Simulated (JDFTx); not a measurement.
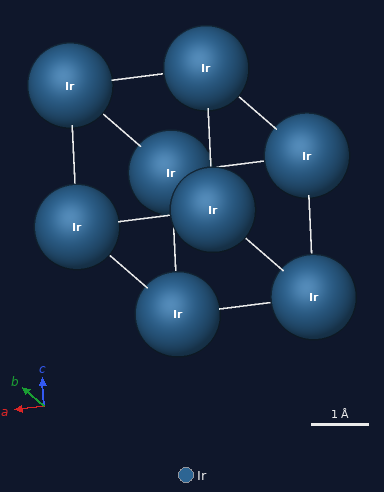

**Figure 1.** The structure as given in the input (spheres-only view of the cell of the calculation, set on other vectors, seen at an oblique angle). An atom can appear more than once, as a periodic image.

## Ir: single-point calculation

The run: single-point calculation of Ir (P-1, 1 atom in the cell). Method and program: Kohn-Sham DFT of a periodic cell, PBE with D2, PseudoDojo-SR-PBE-0.5-standard, no spin polarisation (JDFTx 1.7.0 (patched build)).

The structure derives from an entry of the Crystallography Open Database.

**The input**
```
lattice \
    0.1218292638     3.6694950198     4.1060439211 \
    3.4720991421     0.1463309236     3.8841464025 \
    3.3184514069     3.2939497659    -0.2902179966
coords-type Cartesian
ion Ir     0.0000000000     0.0000000000     0.0000000000 1

ion-species pseudo/Ir.upf
elec-cutoff 34
elec-ex-corr gga-PBE
van-der-waals
kpoint-folding 12 13 11
elec-smearing Fermi 0.0018374661
elec-n-bands 14
electronic-SCF nIterations 100 energyDiffThreshold 1e-09
electronic-minimize nIterations 30 energyDiffThreshold 1e-7
converge-empty-states yes
forces-output-coords Cartesian

dump-name run.$VAR
dump End Ecomponents EigStats BandEigs Kpoints Forces Stress
```

Run as:
```bash
jdftx -c 1 -i Ir.in -o Ir.out
```

**What the program printed**
```
*************** JDFTx 1.7.0 (patched build) ***************

Input parsed successfully to the following command list (including defaults):
[... the input with its defaults ...]

---------- Setting up symmetries ----------

Non-trivial transmission matrix:
[   1  -1   0  ]
[   0   1  -1  ]
[   0   0   1  ]
with reduced lattice vectors:
[      0.121829      3.547666      0.436549  ]
[      3.472099     -3.325768      3.737815  ]
[      3.318451     -0.024502     -3.584168  ]

Found 2 point-group symmetries of the bravais lattice
Found 2 space-group symmetries with basis
Applied RMS atom displacement 0 bohrs to make symmetries exact.

---------- Initializing the Grid ----------
R =
[     0.121829       3.6695      4.10604  ]
[       3.4721     0.146331      3.88415  ]
[      3.31845      3.29395    -0.290218  ]
unit cell volume = 94.3978
G =
[  -0.854417   0.971125   0.908688  ]
[   0.924996   -0.90929   0.917432  ]
[   0.728928   0.783802  -0.846854  ]
Minimum fftbox size, Smin = [  28  28  32  ]
Chosen fftbox size, S = [  28  28  32  ]

---------- Exchange Correlation functional ----------
Initalized PBE GGA exchange.
Initalized PBE GGA correlation.

---------- Setting up pseudopotentials ----------
Width of ionic core gaussian charges (only for fluid interactions / plotting) set to 0

Reading pseudopotential file 'pseudo/Ir.upf':
  'Ir' pseudopotential, 'PBE' functional
  Generated using ONCVPSP code by D. R. Hamann
  17 valence electrons, 4 orbitals, 8 projectors, 1001 radial grid points, with lMax = 3
    5S    l: 0   occupation:  2.0   eigenvalue: -3.600919
    5P    l: 1   occupation:  6.0   eigenvalue: -2.010143
    5D    l: 2   occupation:  7.0   eigenvalue: -0.262668
    6S    l: 0   occupation:  2.0   eigenvalue: -0.232672
  Core radius for overlap checks: 2.19 bohrs.

Initialized 1 species with 1 total atoms.

Folded 1 k-points by 12x13x11 to 1716 k-points.

---------- Setting up k-points, bands, fillings ----------
Reduced to 859 k-points under symmetry.
Computing the number of bands and number of electrons
Calculating initial fillings.
nElectrons:  17.000000   nBands: 14   nStates: 859

----- Setting up reduced wavefunction bases (one per k-point) -----
average nbasis = 893.885 , ideal nbasis = 893.870

Initializing DFT-D2 calculator:
	Ir:  C6:  815.23 Eh-a0^6  R0: 3.326 a0 (WARNING: beyond Grimme's data set)

---------- Setting up ewald sum ----------
Optimum gaussian width for ewald sums = 1.842569 bohr.
Real space sum over 1859 unit cells with max indices [  6  6  5  ]
Reciprocal space sum over 1859 terms with max indices [  5  6  6  ]

---------- Allocating electronic variables ----------
Initializing wave functions:  linear combination of atomic orbitals
Note: number of bands (14) exceeds available atomic orbitals (10)
Ir pseudo-atom occupations:   s ( 2 0 )  p ( 6 )  d ( 9 )
	FillingsUpdate:  mu: +0.896419922  nElectrons: 17.000000
LCAOMinimize: Iter:   0  F: -106.4057914359700732  |grad|_K:  1.289e-03  alpha:  1.000e+00
	FillingsUpdate:  mu: +0.972158817  nElectrons: 17.000000
LCAOMinimize: Iter:   1  F: -106.4957970238223197  |grad|_K:  2.264e-05  alpha:  6.090e-01  linmin: -4.376e-02  cgtest:  3.139e-01
LCAOMinimize: Encountered beta<0, resetting CG.
	FillingsUpdate:  mu: +0.972804968  nElectrons: 17.000000
LCAOMinimize: Iter:   2  F: -106.4958261368658583  |grad|_K:  2.939e-06  alpha:  6.749e-01  linmin:  2.263e-03  cgtest: -6.907e-03
	FillingsUpdate:  mu: +0.972763333  nElectrons: 17.000000
LCAOMinimize: Iter:   3  F: -106.4958267952371358  |grad|_K:  2.525e-07  alpha:  9.072e-01  linmin:  2.949e-04  cgtest:  6.632e-03
	FillingsUpdate:  mu: +0.972764884  nElectrons: 17.000000
LCAOMinimize: Iter:   4  F: -106.4958267990618310  |grad|_K:  2.916e-08  alpha:  7.122e-01  linmin: -1.448e-04  cgtest:  2.155e-03
LCAOMinimize: Converged (|Delta F|<1.000000e-06 for 2 iters).

-------- Electronic minimization -----------
Will mix electronic density at each iteration.
	FillingsUpdate:  mu: +0.972764884  nElectrons: 17.000000
	FillingsUpdate:  mu: +0.969334916  nElectrons: 17.000000
SCF: Cycle:  0   F: -106.521678946341979   dF: -2.585e-02   |Residual|: 4.277e-02   |deigs|: 1.534e+00
	FillingsUpdate:  mu: +0.962029592  nElectrons: 17.000000
SCF: Cycle:  1   F: -106.522975994658950   dF: -1.297e-03   |Residual|: 1.292e-02   |deigs|: 8.819e-03
	FillingsUpdate:  mu: +0.960358175  nElectrons: 17.000000
SCF: Cycle:  2   F: -106.523035737795013   dF: -5.974e-05   |Residual|: 4.559e-03   |deigs|: 1.864e-03
	FillingsUpdate:  mu: +0.960657239  nElectrons: 17.000000
SCF: Cycle:  3   F: -106.523038595871867   dF: -2.858e-06   |Residual|: 6.312e-04   |deigs|: 4.230e-04
	FillingsUpdate:  mu: +0.960531078  nElectrons: 17.000000
SCF: Cycle:  4   F: -106.523039120008292   dF: -5.241e-07   |Residual|: 2.465e-04   |deigs|: 1.828e-04
	FillingsUpdate:  mu: +0.960580472  nElectrons: 17.000000
SCF: Cycle:  5   F: -106.523039299846758   dF: -1.798e-07   |Residual|: 6.305e-05   |deigs|: 1.060e-04
	FillingsUpdate:  mu: +0.960573594  nElectrons: 17.000000
SCF: Cycle:  6   F: -106.523039369641367   dF: -6.979e-08   |Residual|: 6.833e-06   |deigs|: 6.132e-05
	FillingsUpdate:  mu: +0.960573935  nElectrons: 17.000000
SCF: Cycle:  7   F: -106.523039397035276   dF: -2.739e-08   |Residual|: 3.616e-06   |deigs|: 6.861e-05
	FillingsUpdate:  mu: +0.960573931  nElectrons: 17.000000
SCF: Cycle:  8   F: -106.523039409923371   dF: -1.289e-08   |Residual|: 1.652e-06   |deigs|: 1.215e-04
	FillingsUpdate:  mu: +0.960574075  nElectrons: 17.000000
SCF: Cycle:  9   F: -106.523039415488824   dF: -5.565e-09   |Residual|: 7.568e-07   |deigs|: 8.927e-05
	FillingsUpdate:  mu: +0.960574145  nElectrons: 17.000000
SCF: Cycle: 10   F: -106.523039418237445   dF: -2.749e-09   |Residual|: 2.564e-07   |deigs|: 5.167e-05
	FillingsUpdate:  mu: +0.960574147  nElectrons: 17.000000
SCF: Cycle: 11   F: -106.523039419483965   dF: -1.247e-09   |Residual|: 1.186e-07   |deigs|: 2.831e-05
	FillingsUpdate:  mu: +0.960574171  nElectrons: 17.000000
SCF: Cycle: 12   F: -106.523039420174314   dF: -6.903e-10   |Residual|: 1.174e-07   |deigs|: 2.935e-05
	FillingsUpdate:  mu: +0.960574180  nElectrons: 17.000000
SCF: Cycle: 13   F: -106.523039420458815   dF: -2.845e-10   |Residual|: 1.001e-07   |deigs|: 1.738e-05
SCF: Converged (|Delta E|<1.000000e-09 for 2 iters).

Setting wave functions to eigenvectors of Hamiltonian
Converging empty states (this may take a while): |deigs|: 7.048e-05

# Stress tensor in Cartesian coordinates [Eh/a0^3]:
[  8.22171e-05  0.000788639 -0.000654937  ]
[  0.000788639  -0.00053851 -0.000763688  ]
[ -0.000654937 -0.000763688 -0.000495223  ]

# Ionic positions in cartesian coordinates:
ion Ir   0.000000000000000   0.000000000000000   0.000000000000000 1

# Forces in Cartesian coordinates:
force Ir   0.000000000000000   0.000000000000000   0.000000000000000 1

# Energy components:
   Eewald =      -91.3070865186351313
       EH =       14.7758070739993048
     Eloc =      -54.8830506284830761
      Enl =        5.9094492634286757
     EvdW =       -0.0428259881496430
      Exc =      -21.8972932750953397
 Exc_core =        8.6628913719489962
       KE =       32.2594411493256743
-------------------------------------
     Etot =     -106.5226675516605326
       TS =        0.0003718687982877
-------------------------------------
        F =     -106.5230394204588151

IonicMinimize: Iter:   0  F: -106.523039420458815  |grad|_K:  0.000e+00
IonicMinimize: Converged (|grad|_K<1.000000e-04).

#--- Lowdin population analysis ---
# oxidation-state Ir +0.183

Dumping 'run.eigStats' ...
	eMin: -2.452800 at state 0 ( [ +0.000000 +0.000000 +0.000000 ] spin 0 )
	HOMO: +0.960482 at state 725 ( [ +0.416667 -0.461538 +0.363636 ] spin 0 )
	mu  : +0.960574
	LUMO: +0.960870 at state 710 ( [ +0.416667 +0.461538 +0.000000 ] spin 0 )
	eMax: +1.864912 at state 549 ( [ +0.333333 +0.307692 +0.363636 ] spin 0 )
	HOMO-LUMO gap: +0.000388
	Optical gap  : +0.005546 at state 3 ( [ +0.000000 +0.000000 +0.272727 ] spin 0 )
Done!
```

**Summary**

| quantity | value |
| --- | --- |
| outcome | converged |
| space group (tolerance 0.01 Å) | P-1 (2) |
| electrons treated | 17 |
| free energy | −2898.6396 eV |
| Fermi energy | 26.139 eV |
| gap on the k-point mesh | none (metallic) |
| pressure | 9.33 GPa |
| largest force (length of the vector) | under 0.001 eV/Å |
| hardware | 1 thread of Intel Xeon (Granite Rapids), 128 GiB of memory available, shared host |
| wall time | 4.1 min |
| peak memory | 0.59 GiB |

**Remarks**

Spin–orbit coupling is left out, which matters for Ir.
